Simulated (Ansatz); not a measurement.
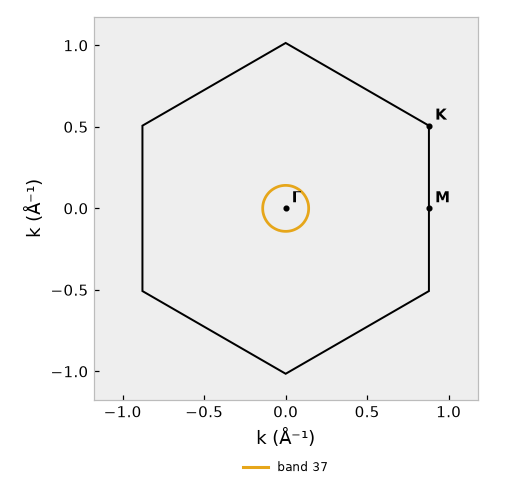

Constant-energy contours of one free-standing CuI layer cut from the bulk crystal (space group of the slab cell P-3m1), 0.20 eV above the conduction-band minimum (one colour a band).

Level of theory: DFT PBE, scalar-relativistic, plane waves, PAW; levels and slopes on a dense k mesh at the converged density in Ansatz 0.2.0. No spin polarisation. The levels come from a k mesh of 54×54×1 points. Unrelaxed database geometry. The cell comes from a database of computed structures, not from a measurement.

Masses come from a second pass at points close to the extrema; at the energies drawn a band may no longer be parabolic.

Question: Where are the valleys, how many are there, and what are their masses?

Answer: Band 37 forms the conduction edge. Within this energy: one minimum at Γ, mass 0.32 mₑ in all directions. Further from the edge, not drawn: six equivalent minima on the Γ–M line, 0.77 eV above the edge, principal masses 0.34 and 1.15 mₑ.

Spin-orbit coupling, left out here, can change the gap, its kind, the place of the band edges and the masses, since the compound holds I.
